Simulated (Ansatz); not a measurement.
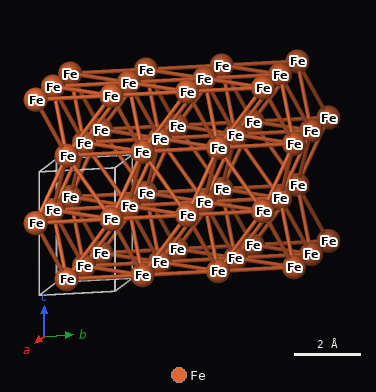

This is the input geometry for a relaxation of crystalline Fe (built on the database_194 type) (coarse preliminary run). The picture is a ball-and-stick view of the cell of the calculation, repeated 3 × 4 × 2 with one cell outlined, seen slightly off an axis.

Case: structure listed in a database for this formula (P6_3/mmc, No. 194).

All numbers below come from Ansatz, DFT r2SCAN, scalar-relativistic, plane waves, PAW.

Input
```yaml
crystal:
  lattice:
    - [2.4341575853, 0.0, 0.0]
    - [-1.2170787927, 2.1080423057, 0.0]
    - [0.0, 0.0, 3.84193447]
  atoms:
    - { symbol: Fe, position: [0.33333333, 0.66666667, 0.25], spin: 2.82 }
    - { symbol: Fe, position: [0.66666667, 0.33333333, 0.75], spin: 2.82 }
basis:
  ecutwfc: 500
kpoints:
  mp_grid: { grid: [9, 9, 4] }
hamiltonian:
  xc: r2scan
scf:
  occupations: { method: gaussian, width: 0.1 }
  lower_state_search: "off"
output:
  forces: true
  stress: true
  eigenvalues: true
  populations: true
magnetization:
  spin_polarized: true
relax:
  adjacent_minimum: "off"
  f_tol: 0.04
  max_steps: 70
  cell: { stress_tol: 0.4 }
```

### Where does the relaxation end?

The energy falls by 0.787 eV per cell of the calculation in 5 accepted moves (6 points after the start). All forces vanish by symmetry, so only the cell relaxes. Pressure: 52.56 GPa at the start and 0.13 GPa at the end. The SCF was repeated once at an unchanged geometry on a basis and grid sized afresh for the cell, which shifted the energy by 8.6 meV per cell of the calculation at most. No atom moves by more than 0.005 Å relative to the cell. The drawn cell changes as follows: a = b 2.434 → 2.549 Å (+4.7 %), c 3.842 → 4.361 Å (+13.5 %); the volume changes by +24.5 %. Near-neighbour distances that change, for instance: Fe1–Fe2 2.380 → 2.631 Å, Fe1–Fe1 2.434 → 2.549 Å. The space group stays P6_3/mmc (No. 194).

History of the run:

| step | E − E(0), meV/atom | pressure, GPa | volume, Å³/atom | note |
| --- | --- | --- | --- | --- |
| 0 | 0.00 | 52.56 | 9.857 |  |
| 1 | -248.19 | 27.87 | 10.766 |  |
| 2 | -366.99 | 10.35 | 11.627 |  |
| 3 | -387.82 | 0.75 | 12.198 |  |
| 4 | -389.04 | 0.09 | 12.260 |  |
| 5 | -389.21 | 0.01 | 12.274 |  |
| 6 | -393.50 | 0.13 | 12.274 | same geometry, new basis |

The end point in the same view:

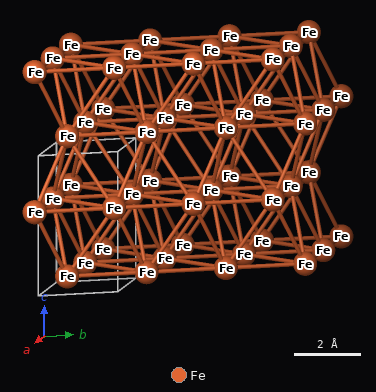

Limits of the set-up: the k-point mesh is coarse for a cell with partly filled bands.
